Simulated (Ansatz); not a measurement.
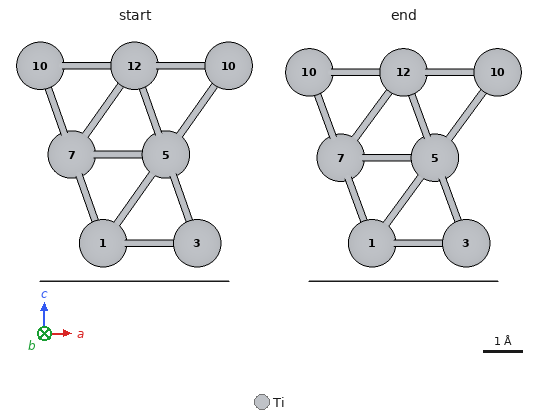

The structure of a slab of composition Ti (cut from the Fm-3m phase) before (left) and after (right) a constrained relaxation, at one scale.

A ball-and-stick model of the cell of the calculation, outlined in the plane, without the vacuum, seen along the b axis.

Case: clean slab, lower planes held. The slab is the (1 1 1) face of Ti. 4 atoms are held fixed.

The calculation used DFT PBE+D3(BJ), scalar-relativistic, plane waves, PAW in Ansatz 0.2.0. (plane-wave cutoff 420 eV; k-point mesh 4 × 4 × 1; occupations gaussian; smearing width 0.1 eV; no spin polarisation; dipole correction; atoms relaxed in a fixed cell; force threshold 0.03 eV/Å; at most 70 steps)

Q: What changed between the two?

A: The largest moves, 0.17 Å, are those of Ti atoms. The cell stays as it was. Among the contacts that change: Ti–Ti 2.855 → 2.783 Å. Over 2 geometry steps the energy falls by 0.124 eV per cell of the calculation. Largest force component: 0.33 eV/Å at the start, 0.017 eV/Å at the end.
